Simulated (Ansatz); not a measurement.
```
Ca O
1.0
     7.85034    0.00000    0.00000
     0.00000    7.85034    0.00000
     0.00000    0.00000    4.73195
Ca O
8 8
Direct
  0.85196 0.35196 0.00000
  0.35196 0.85196 0.50000
  0.14804 0.64804 0.00000
  0.64804 0.14804 0.50000
  0.14804 0.35196 0.50000
  0.64804 0.85196 0.00000
  0.35196 0.14804 0.00000
  0.85196 0.64804 0.50000
  0.14668 0.35332 0.00000
  0.64668 0.85332 0.50000
  0.35332 0.14668 0.50000
  0.85332 0.64668 0.00000
  0.35332 0.85332 0.00000
  0.85332 0.35332 0.50000
  0.64668 0.14668 0.00000
  0.14668 0.64668 0.50000
```

Space group I4/mcm; a structure generated by program, which may or may not match a known phase; changed on purpose from its base cell (volume × 0.97, shape and atoms relaxed); computed pressure about 2 GPa in this cell.

Level of theory: DFT PBE, scalar-relativistic, plane waves, PAW (Ansatz 0.2.0).

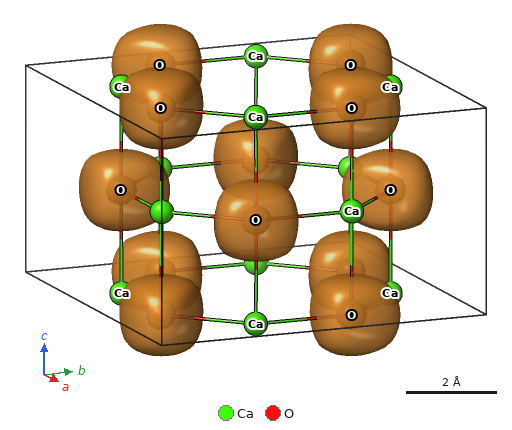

CaO. Isosurface of the electron localisation function at 0.65 (orange), seen slightly off an axis. Core shells and regions of very low density are left out. Sticks mark near contacts.

What do the ELF domains correspond to?

Answer. At this value the surface marks out eight regions wrapped around O (the valence shell of each), counted in one cell of 16 atoms. Regions shared between cells count once. Along the contacts the grid gives the following. Ca–O (2.28 Å): the ELF peaks at about 0.85 in the valence shell of O, 0.7 Å from its nucleus, and drops to about 0.10 between the two atoms: a largely ionic contact. Ca–O (2.37 Å): the ELF peaks at about 0.85 in the valence shell of O, 0.6 Å from its nucleus, and drops to about 0.10 between the two atoms (an ionic contact with no shared pair).
